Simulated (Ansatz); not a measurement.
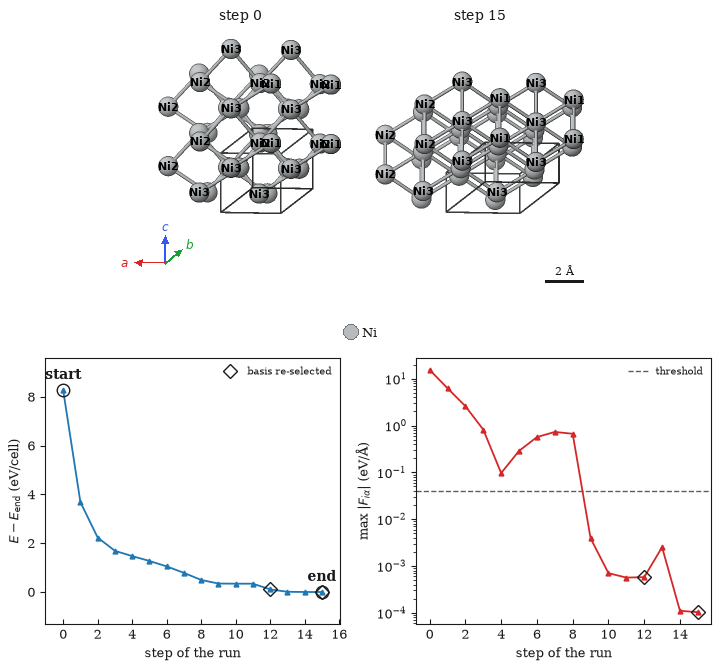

First and last geometry of a relaxation of solid Ni (built on the trigonal selenium_152 type) (coarse preliminary run), with the history of the run. Style: ball-and-stick. Shown: the cell of the calculation, repeated 2 × 2 × 2 with one cell outlined, from a free direction.

Case: trigonal selenium type (P3_121, No. 152).

Level of theory: DFT PBE, scalar-relativistic, plane waves, PAW in Ansatz. (plane-wave cutoff 420 eV; k-point mesh 6 × 6 × 6; occupations gaussian; smearing width 0.1 eV; collinear spin; cell and atoms relaxed; force threshold 0.04 eV/Å; at most 70 steps)

Did the run converge, and what did it change?

Answer. It converged. The largest moves relative to the cell, 0.43 Å, are those of Ni1, Ni2 and Ni3. Ni2 goes along +b. The drawn cell changes as follows: a = b 3.208 → 3.950 Å (+23.1 %), c 3.639 → 2.419 Å (−33.5 %); the volume changes by +0.8 %. Among the contacts that change: Ni1–Ni1 3.639 → 2.419 Å, Ni1–Ni2 1.744 → 2.419 Å, Ni1–Ni2 (another image) 2.524 → 2.419 Å. Bond angles that change, for instance: Ni2–Ni1–Ni3 103.1° → 70.5°, Ni2–Ni1–Ni2 78.9° → 109.5°, Ni2–Ni1–Ni3 99.0° → 70.5°. The space group (tolerance 0.01 Å) goes from P3_121 (No. 152) to Im-3m (No. 229). The energy falls by 8.280 eV per cell of the calculation in 13 accepted moves (15 points after the start). Largest force component: 15 eV/Å at the start, 0.0001 eV/Å at the end. The pressure goes from 103.90 to −0.21 GPa. At 2 points the geometry stayed and the basis and grid were re-selected for the new cell (energy shift of 0.234 eV per cell of the calculation at most each time). The program noted that the starting moments weren't kept. The run may lie on a higher electronic state than the lowest, so the end point isn't shown to be the ground-state structure.

| step | E − E(0), meV/atom | largest force component, eV/Å | pressure, GPa | volume, Å³/atom | note |
| --- | --- | --- | --- | --- | --- |
| 0 | 0.00 | 15.4595 | 103.90 | 10.810 |  |
| 1 | -1531.42 | 6.2606 | 35.53 | 11.712 |  |
| 2 | -2015.11 | 2.5956 | 10.77 | 12.236 |  |
| 3 | -2196.94 | 0.8174 | -0.63 | 12.462 |  |
| 4 | -2268.99 | 0.0966 | -4.42 | 12.409 |  |
| 5 | -2335.31 | 0.2874 | -8.85 | 12.245 |  |
| 6 | -2410.01 | 0.5668 | -10.04 | 11.929 |  |
| 7 | -2498.00 | 0.7305 | -8.74 | 11.455 |  |
| 8 | -2595.29 | 0.6673 | -4.58 | 10.867 |  |
| 9 | -2644.05 | 0.0039 | -1.84 | 10.403 |  |
| 10 | -2646.07 | 0.0007 | 0.62 | 10.366 |  |
| 11 | -2646.10 | 0.0006 | 0.11 | 10.390 |  |
| 12 | -2724.21 | 0.0006 | 10.92 | 10.390 | same geometry, new basis |
| 13 | -2756.59 | 0.0025 | 2.49 | 10.759 |  |
| 14 | -2759.74 | 0.0001 | -0.22 | 10.897 |  |
| 15 | -2759.94 | 0.0001 | -0.21 | 10.897 | same geometry, new basis |
